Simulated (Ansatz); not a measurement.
**Geometry relaxation of W (part 2 of 3)**

Continued. System: W (8 atoms in the cell). Method: DFT, PBE, plane waves, PAW, no spin polarisation (Ansatz 0.2.0); cutoff 240 eV, 8×8×8 k-mesh, Fermi–Dirac smearing of 0.15 eV. The structure derives from an entry of the Crystallography Open Database. The settings are looser than a standard set-up, so the numbers are not reference values.

Geometry of the input (Å; fractional positions):
```
5.0861  0.0000  0.0000
0.0000  5.0861  0.0000
0.0000  0.0000  5.0861
W  0.0000  0.0000  0.0000
W  0.5000  0.5000  0.5000
W  0.0000  0.5000  0.2500
W  0.0000  0.5000  0.7500
W  0.2500  0.0000  0.5000
W  0.7500  0.0000  0.5000
W  0.5000  0.7500  0.0000
W  0.5000  0.2500  0.0000
```

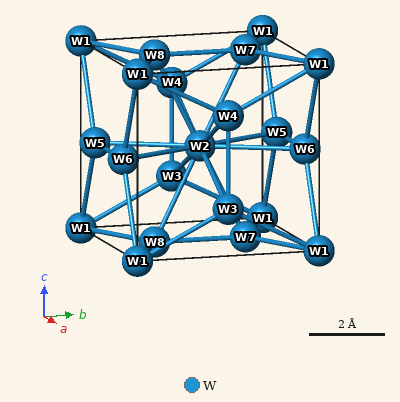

Fig. 1: The geometry at step 8 of the log (ball-and-stick view of the cell of the calculation, seen slightly off an axis; atoms are numbered from 1 in the order of the input).

## What the program printed, continued
```
SCF iter   1: F=—  HF=-83071.824561 eV  |F-HF|=—  |Δ(HF+E_count)|=         —  Δρ=2.04e-7  dr2=2.90e-11  ethr=1.48e-9  ⟨swp⟩=4.0  Hψ=15919  notcnv=0
SCF iter   2: F=—  HF=-83071.824552 eV  |F-HF|=—  |Δ(HF+E_count)|=   9.05e-6  Δρ=8.42e-8  dr2=4.55e-12  ethr=1.00e-12  ⟨swp⟩=2.3  Hψ=4572  notcnv=0
iter 3 did not close the SCF: its close was put off for the readings that it lacked (scf_convergence_deferred on its scf_iter line)
SCF iter   3: F=-83071.824552 eV  HF=-83071.824552 eV  |F-HF|=1.46e-11  |Δ(HF+E_count)|=  2.91e-11  Δρ=5.87e-8  dr2=2.34e-12  ethr=1.00e-12  ⟨swp⟩=1.0  Hψ=2415  notcnv=0
iter 4 did not close the SCF: its close was put off for the readings that it lacked (scf_convergence_deferred on its scf_iter line)
SCF iter   4: F=-83071.824552 eV  HF=-83071.824552 eV  |F-HF|=4.37e-11  |Δ(HF+E_count)|=    0.00e0  Δρ=3.81e-8  dr2=9.59e-13  ethr=1.00e-12  ⟨swp⟩=1.0  Hψ=2415  notcnv=0
iter 5 did not close the SCF: its close was put off for the readings that it lacked (scf_convergence_deferred on its scf_iter line)
SCF iter   5: F=-83071.824552 eV  HF=-83071.824552 eV  |F-HF|=1.46e-11  |Δ(HF+E_count)|=  4.37e-11  Δρ=2.92e-8  dr2=5.80e-13  ethr=1.00e-12  ⟨swp⟩=1.0  Hψ=2415  notcnv=0
iter 6 did not close the SCF: its close was put off for the readings that it lacked (scf_convergence_deferred on its scf_iter line)
SCF iter   6: F=-83071.824552 eV  HF=-83071.824552 eV  |F-HF|=4.37e-11  |Δ(HF+E_count)|=  1.46e-11  Δρ=2.41e-8  dr2=4.01e-13  ethr=1.00e-12  ⟨swp⟩=1.0  Hψ=2415  notcnv=0
SCF iter   7: F=-83071.824552 eV  HF=-83071.824552 eV  |F-HF|=4.37e-11  |Δ(HF+E_count)|=  4.37e-11  Δρ=1.55e-8  dr2=1.72e-13  ethr=1.00e-12  ⟨swp⟩=2.0  Hψ=5812  notcnv=0
SCF 6 converged in 7 iterations: F = -83071.824552 eV  dr2 = 1.72e-13
relax step   6: F+E_penalty+E_count = -83071.82455177 eV  Δ(F+E_penalty+E_count) = +0.000e0 eV  max|allowed force component| = 1.937e-17 eV/Å  Δτ_max = 0.0000 Å  P = +0.023 GPa  Ω = 131.612 Å³  stress off target by 2.28e-2 GPa  SCF on the basis re-selected at this cell (its energy is not comparable with the rows above)  (7 SCF iters)
basis re-selected at this cell: Δ(F+E_penalty+E_count) = +0.000e0 eV, ΔP = +0.016 GPa vs the last step (what re-selecting the basis moved, of the pressure what is left beyond the Pulay correction that the steps carried, after the strain that the cell walked since its last selection, with what the two solves' SCF thresholds leave and, on support functions, any second-order correction that the steps lacked; it is no measure of the basis error at this ecutwfc). This SCF's stress stands 2.28e-2 GPa from its target on what of the cell is left free (relax.cell.stress_tol is 1.00e-2 GPa) and its largest allowed force component is 1.94e-17 eV/Å (relax.f_tol is 1.00e-3 eV/Å): not within both, so this SCF does not close the relaxation
Crystal: 8 atoms, lattice volume = 131.617 Å³
iter 1 solved again at ethr=1.74e-11 eV; its pass at ethr=3.10e-3 eV (dr2=1.95e-8 eV) is discarded
SCF iter   1: F=—  HF=-83071.822767 eV  |F-HF|=—  |Δ(HF+E_count)|=         —  Δρ=4.60e-6  dr2=1.26e-8  ethr=1.74e-11  ⟨swp⟩=2.0  Hψ=10111  notcnv=0
SCF iter   2: F=—  HF=-83071.822758 eV  |F-HF|=—  |Δ(HF+E_count)|=   8.94e-6  Δρ=2.48e-6  dr2=3.66e-9  ethr=1.12e-11  ⟨swp⟩=2.8  Hψ=4346  notcnv=0
iter 3 did not close the SCF: its close was put off for the readings that it lacked (scf_convergence_deferred on its scf_iter line)
SCF iter   3: F=-83071.822758 eV  HF=-83071.822758 eV  |F-HF|=2.91e-11  |Δ(HF+E_count)|=   1.40e-9  Δρ=1.96e-7  dr2=2.76e-11  ethr=3.27e-12  ⟨swp⟩=2.0  Hψ=4373  notcnv=0
iter 4 did not close the SCF: its close was put off for the readings that it lacked (scf_convergence_deferred on its scf_iter line)
SCF iter   4: F=-83071.822758 eV  HF=-83071.822758 eV  |F-HF|=2.91e-11  |Δ(HF+E_count)|=    0.00e0  Δρ=4.35e-8  dr2=1.78e-12  ethr=1.00e-12  ⟨swp⟩=1.0  Hψ=2415  notcnv=0
iter 5 did not close the SCF: its close was put off for the readings that it lacked (scf_convergence_deferred on its scf_iter line)
SCF iter   5: F=-83071.822758 eV  HF=-83071.822758 eV  |F-HF|=1.46e-11  |Δ(HF+E_count)|=  4.37e-11  Δρ=8.94e-9  dr2=6.39e-14  ethr=1.00e-12  ⟨swp⟩=1.0  Hψ=2415  notcnv=0
iter 6 did not close the SCF: its close was put off for the readings that it lacked (scf_convergence_deferred on its scf_iter line)
SCF iter   6: F=-83071.822758 eV  HF=-83071.822758 eV  |F-HF|=2.91e-11  |Δ(HF+E_count)|=  2.91e-11  Δρ=1.39e-9  dr2=2.12e-15  ethr=1.00e-12  ⟨swp⟩=1.0  Hψ=2415  notcnv=0
SCF iter   7: F=-83071.822758 eV  HF=-83071.822758 eV  |F-HF|=2.91e-11  |Δ(HF+E_count)|=  1.46e-11  Δρ=3.30e-10  dr2=1.07e-16  ethr=1.00e-12  ⟨swp⟩=1.9  Hψ=5351  notcnv=0
SCF 7 converged in 7 iterations: F = -83071.822758 eV  dr2 = 1.07e-16
  greatest PAW one-centre occupation: 1.003 electrons in one spin orbital (limit 2), on the W atom at site 1 (counted from 0), in its partial waves of l = 1
relax step   7: F+E_penalty+E_count = -83071.82275770 eV  Δ(F+E_penalty+E_count) = +1.794e-3 eV  max|allowed force component| = 2.602e-17 eV/Å  Δτ_max = 0.0000 Å  P = +0.007 GPa  Ω = 131.617 Å³  energy of the carried Pulay correction = -1.795e-3 eV  (7 SCF iters, accepted)
iter 1 solved again at ethr=1.48e-9 eV; its pass at ethr=3.10e-3 eV (dr2=1.66e-6 eV) is discarded
SCF iter   1: F=—  HF=-83071.822767 eV  |F-HF|=—  |Δ(HF+E_count)|=         —  Δρ=2.04e-7  dr2=2.98e-11  ethr=1.48e-9  ⟨swp⟩=4.0  Hψ=15920  notcnv=0
SCF iter   2: F=—  HF=-83071.822758 eV  |F-HF|=—  |Δ(HF+E_count)|=   8.85e-6  Δρ=8.42e-8  dr2=4.69e-12  ethr=1.00e-12  ⟨swp⟩=2.3  Hψ=4565  notcnv=0
iter 3 did not close the SCF: its close was put off for the readings that it lacked (scf_convergence_deferred on its scf_iter line)
SCF iter   3: F=-83071.822758 eV  HF=-83071.822758 eV  |F-HF|=1.46e-11  |Δ(HF+E_count)|=    0.00e0  Δρ=5.88e-8  dr2=2.40e-12  ethr=1.00e-12  ⟨swp⟩=1.0  Hψ=2415  notcnv=0
iter 4 did not close the SCF: its close was put off for the readings that it lacked (scf_convergence_deferred on its scf_iter line)
SCF iter   4: F=-83071.822758 eV  HF=-83071.822758 eV  |F-HF|=0.00e0  |Δ(HF+E_count)|=  1.46e-11  Δρ=3.82e-8  dr2=9.86e-13  ethr=1.00e-12  ⟨swp⟩=1.0  Hψ=2415  notcnv=0
iter 5 did not close the SCF: its close was put off for the readings that it lacked (scf_convergence_deferred on its scf_iter line)
SCF iter   5: F=-83071.822758 eV  HF=-83071.822758 eV  |F-HF|=2.91e-11  |Δ(HF+E_count)|=  2.91e-11  Δρ=2.92e-8  dr2=5.95e-13  ethr=1.00e-12  ⟨swp⟩=1.0  Hψ=2415  notcnv=0
iter 6 did not close the SCF: its close was put off for the readings that it lacked (scf_convergence_deferred on its scf_iter line)
SCF iter   6: F=-83071.822758 eV  HF=-83071.822758 eV  |F-HF|=2.91e-11  |Δ(HF+E_count)|=    0.00e0  Δρ=2.42e-8  dr2=4.15e-13  ethr=1.00e-12  ⟨swp⟩=1.0  Hψ=2415  notcnv=0
SCF iter   7: F=-83071.822758 eV  HF=-83071.822758 eV  |F-HF|=2.91e-11  |Δ(HF+E_count)|=    0.00e0  Δρ=1.56e-8  dr2=1.77e-13  ethr=1.00e-12  ⟨swp⟩=2.0  Hψ=5812  notcnv=0
SCF 8 converged in 7 iterations: F = -83071.822758 eV  dr2 = 1.77e-13
relax step   8: F+E_penalty+E_count = -83071.82275770 eV  Δ(F+E_penalty+E_count) = -2.910e-11 eV  max|allowed force component| = 2.660e-17 eV/Å  Δτ_max = 0.0000 Å  P = +0.011 GPa  Ω = 131.617 Å³  stress off target by 1.06e-2 GPa  SCF on the basis re-selected at this cell (its energy is not comparable with the rows above)  (7 SCF iters)
basis re-selected at this cell: Δ(F+E_penalty+E_count) = -2.910e-11 eV, ΔP = +0.004 GPa vs the last step (what re-selecting the basis moved, of the pressure what is left beyond the Pulay correction that the steps carried, after the strain that the cell walked since its last selection, with what the two solves' SCF thresholds leave and, on support functions, any second-order correction that the steps lacked; it is no measure of the basis error at this ecutwfc). This SCF's stress stands 1.06e-2 GPa from its target on what of the cell is left free (relax.cell.stress_tol is 1.00e-2 GPa) and its largest allowed force component is 2.66e-17 eV/Å (relax.f_tol is 1.00e-3 eV/Å): not within both, so this SCF does not close the relaxation
Crystal: 8 atoms, lattice volume = 131.621 Å³
iter 1 solved again at ethr=7.34e-12 eV; its pass at ethr=3.10e-3 eV (dr2=8.22e-9 eV) is discarded
SCF iter   1: F=—  HF=-83071.821596 eV  |F-HF|=—  |Δ(HF+E_count)|=         —  Δρ=3.00e-6  dr2=5.30e-9  ethr=7.34e-12  ⟨swp⟩=2.0  Hψ=10110  notcnv=0
SCF iter   2: F=—  HF=-83071.821587 eV  |F-HF|=—  |Δ(HF+E_count)|=   8.94e-6  Δρ=1.62e-6  dr2=1.58e-9  ethr=4.73e-12  ⟨swp⟩=3.0  Hψ=4607  notcnv=0
iter 3 did not close the SCF: its close was put off for the readings that it lacked (scf_convergence_deferred on its scf_iter line)
SCF iter   3: F=-83071.821587 eV  HF=-83071.821587 eV  |F-HF|=2.91e-11  |Δ(HF+E_count)|=  5.97e-10  Δρ=1.34e-7  dr2=1.29e-11  ethr=1.41e-12  ⟨swp⟩=2.0  Hψ=4373  notcnv=0
iter 4 did not close the SCF: its close was put off for the readings that it lacked (scf_convergence_deferred on its scf_iter line)
SCF iter   4: F=-83071.821587 eV  HF=-83071.821587 eV  |F-HF|=1.46e-11  |Δ(HF+E_count)|=  5.82e-11  Δρ=3.99e-8  dr2=1.31e-12  ethr=1.00e-12  ⟨swp⟩=1.0  Hψ=2415  notcnv=0
iter 5 did not close the SCF: its close was put off for the readings that it lacked (scf_convergence_deferred on its scf_iter line)
SCF iter   5: F=-83071.821587 eV  HF=-83071.821587 eV  |F-HF|=2.91e-11  |Δ(HF+E_count)|=  4.37e-11  Δρ=5.51e-9  dr2=2.88e-14  ethr=1.00e-12  ⟨swp⟩=1.0  Hψ=2415  notcnv=0
iter 6 did not close the SCF: its close was put off for the readings that it lacked (scf_convergence_deferred on its scf_iter line)
SCF iter   6: F=-83071.821587 eV  HF=-83071.821587 eV  |F-HF|=1.46e-11  |Δ(HF+E_count)|=  2.91e-11  Δρ=8.57e-10  dr2=7.49e-16  ethr=1.00e-12  ⟨swp⟩=1.0  Hψ=2415  notcnv=0
SCF iter   7: F=-83071.821587 eV  HF=-83071.821587 eV  |F-HF|=2.91e-11  |Δ(HF+E_count)|=    0.00e0  Δρ=1.89e-10  dr2=3.74e-17  ethr=1.00e-12  ⟨swp⟩=1.3  Hψ=5008  notcnv=0
SCF 9 converged in 7 iterations: F = -83071.821587 eV  dr2 = 3.74e-17
relax step   9: F+E_penalty+E_count = -83071.82158702 eV  Δ(F+E_penalty+E_count) = +1.171e-3 eV  max|allowed force component| = 3.585e-17 eV/Å  Δτ_max = 0.0000 Å  P = +0.001 GPa  Ω = 131.621 Å³  energy of the carried Pulay correction = -1.171e-3 eV  (7 SCF iters, accepted)
iter 1 solved again at ethr=1.49e-9 eV; its pass at ethr=3.10e-3 eV (dr2=1.67e-6 eV) is discarded
SCF iter   1: F=—  HF=-83071.821596 eV  |F-HF|=—  |Δ(HF+E_count)|=         —  Δρ=2.05e-7  dr2=3.03e-11  ethr=1.49e-9  ⟨swp⟩=4.0  Hψ=15920  notcnv=0
SCF iter   2: F=—  HF=-83071.821587 eV  |F-HF|=—  |Δ(HF+E_count)|=   8.94e-6  Δρ=8.43e-8  dr2=4.78e-12  ethr=1.00e-12  ⟨swp⟩=2.3  Hψ=4563  notcnv=0
iter 3 did not close the SCF: its close was put off for the readings that it lacked (scf_convergence_deferred on its scf_iter line)
SCF iter   3: F=-83071.821587 eV  HF=-83071.821587 eV  |F-HF|=0.00e0  |Δ(HF+E_count)|=  1.46e-11  Δρ=5.88e-8  dr2=2.44e-12  ethr=1.00e-12  ⟨swp⟩=1.0  Hψ=2415  notcnv=0
iter 4 did not close the SCF: its close was put off for the readings that it lacked (scf_convergence_deferred on its scf_iter line)
SCF iter   4: F=-83071.821587 eV  HF=-83071.821587 eV  |F-HF|=2.91e-11  |Δ(HF+E_count)|=  1.46e-11  Δρ=3.80e-8  dr2=9.89e-13  ethr=1.00e-12  ⟨swp⟩=1.0  Hψ=2415  notcnv=0
iter 5 did not close the SCF: its close was put off for the readings that it lacked (scf_convergence_deferred on its scf_iter line)
SCF iter   5: F=-83071.821587 eV  HF=-83071.821587 eV  |F-HF|=0.00e0  |Δ(HF+E_count)|=  2.91e-11  Δρ=2.90e-8  dr2=5.94e-13  ethr=1.00e-12  ⟨swp⟩=1.0  Hψ=2415  notcnv=0
iter 6 did not close the SCF: its close was put off for the readings that it lacked (scf_convergence_deferred on its scf_iter line)
SCF iter   6: F=-83071.821587 eV  HF=-83071.821587 eV  |F-HF|=2.91e-11  |Δ(HF+E_count)|=    0.00e0  Δρ=2.41e-8  dr2=4.17e-13  ethr=1.00e-12  ⟨swp⟩=1.0  Hψ=2415  notcnv=0
SCF iter   7: F=-83071.821587 eV  HF=-83071.821587 eV  |F-HF|=4.37e-11  |Δ(HF+E_count)|=  4.37e-11  Δρ=1.54e-8  dr2=1.75e-13  ethr=1.00e-12  ⟨swp⟩=2.0  Hψ=5812  notcnv=0
SCF 10 converged in 7 iterations: F = -83071.821587 eV  dr2 = 1.75e-13
relax step  10: F+E_penalty+E_count = -83071.82158702 eV  Δ(F+E_penalty+E_count) = +0.000e0 eV  max|allowed force component| = 4.424e-17 eV/Å  Δτ_max = 0.0000 Å  P = +0.003 GPa  Ω = 131.621 Å³  stress off target by 2.63e-3 GPa  SCF on the basis re-selected at this cell (its energy is not comparable with the rows above)  (7 SCF iters)
```

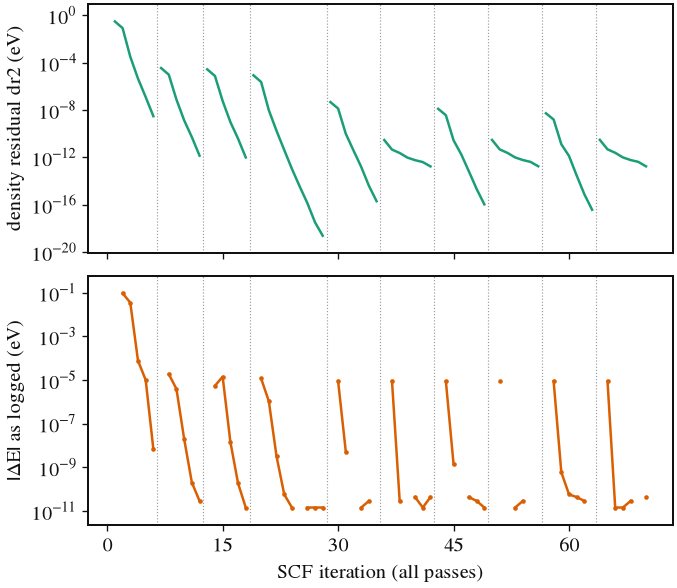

Fig. 2: Convergence of the self-consistent field: density residual dr2 and size of the energy change against the SCF iteration. The dotted lines part the SCF passes of the relaxation: geometry steps, rejected trials and re-solves on a re-selected basis. The 10 passes take 6 to 10 iterations each, 70 in all.

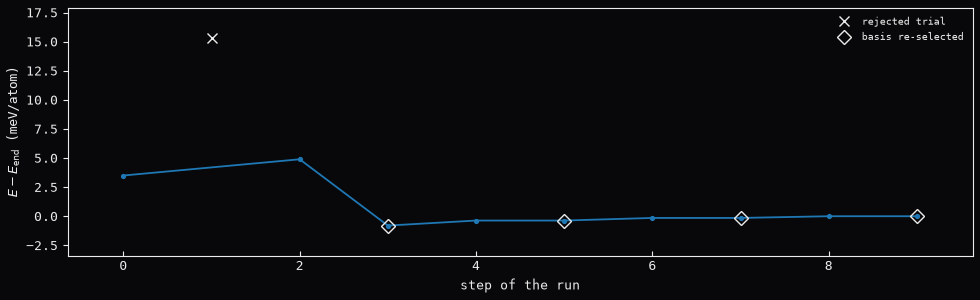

Fig. 3: Progress of the relaxation, step by step (the first geometry is step 0 here and step 1 in the log). The atoms keep their places (all moves are under 0.005 Å). The cell stays as it was. The space group stays Pm-3n (No. 223). Over 5 geometry steps the energy falls by 3.5 meV per atom. All forces vanish by symmetry, so only the cell relaxes. Pressure: 0.15 GPa at the start and 0.00 GPa at the end. The line search rejected the trial step at point 1 (counted from 0) and went back. 3 further SCFs at an unchanged geometry re-selected the plane-wave basis for the new cell. The energy change given includes the shifts at the re-selections in mid-walk, which come without any move. A last SCF at the same geometry on a re-selected plane-wave basis shifts the energy by next to nothing (0.0 meV per atom).

```
basis re-selected at this cell: Δ(F+E_penalty+E_count) = +0.000e0 eV, ΔP = +0.001 GPa vs the last step (what re-selecting the basis moved, of the pressure what is left beyond the Pulay correction that the steps carried, after the strain that the cell walked since its last selection, with what the two solves' SCF thresholds leave and, on support functions, any second-order correction that the steps lacked; it is no measure of the basis error at this ecutwfc). This SCF's stress stands 2.63e-3 GPa from its target on what of the cell is left free (relax.cell.stress_tol is 1.00e-2 GPa) and its largest allowed force component is 4.42e-17 eV/Å (relax.f_tol is 1.00e-3 eV/Å): within both
SCF converged after 7 iterations
Free energy (F): -83071.821587 eV
Harris-Foulkes:  -83071.821587 eV  (|F-HF|=4.37e-11)
Internal energy: -83071.561635 eV  (E = F + TS)
E sigma→0 (E₀):  -83071.691611 eV
Entropy (-TS):   -0.259952 eV (-32.494 meV/atom)
Fermi energy:    21.490908 eV
--- Per-component energies (eV) ---
  E_band       = -762.485135
  E_kinetic    = 3592.641734
  E_local      = -5032.773729  (includes V_loc(G=0)·N_el)
  E_nonlocal   = -9.640057
  E_hartree    = 1791.367907
  E_xc         = -2132.260125
  E_vxc        = -1907.496781  (∫ρ·V_xc dr)
  E_paw        = -68489.765364  (= ΣΔE_a)
  E_vpaw       = -987.947765  (= ΣTr[D̂ρ^β])
  E_aug_tail   = -0.004361  (compensation charges beyond the density's cutoff)
  E_ewald      = -12791.127639
  E_smearing   = -0.259952  (= −TS)
  E_closure    = -0.000000  (closes the sum)
  Σ components = -83071.821587   (vs F -83071.821587, Δ=0.00e0)
--- Forces (eV/Å), atoms counted from 1 ---
  atom   1  W      0.00000000    -0.00000000     0.00000000
  atom   2  W      0.00000000     0.00000000     0.00000000
  atom   3  W      0.00000000     0.00000000     0.00000000
  atom   4  W      0.00000000     0.00000000     0.00000000
  atom   5  W      0.00000000    -0.00000000     0.00000000
  atom   6  W     -0.00000000     0.00000000     0.00000000
  atom   7  W      0.00000000    -0.00000000     0.00000000
  atom   8  W     -0.00000000     0.00000000     0.00000000
  max |Σ_I F_I| component: 3.47e-17 eV/Å
--- Stress (GPa, compression-positive) ---
        0.002635      -0.000000       0.000000
       -0.000000       0.002635       0.000000
        0.000000       0.000000       0.002635
  P = ⅓ Tr σ = 0.0026 GPa (0.026 kbar)
```
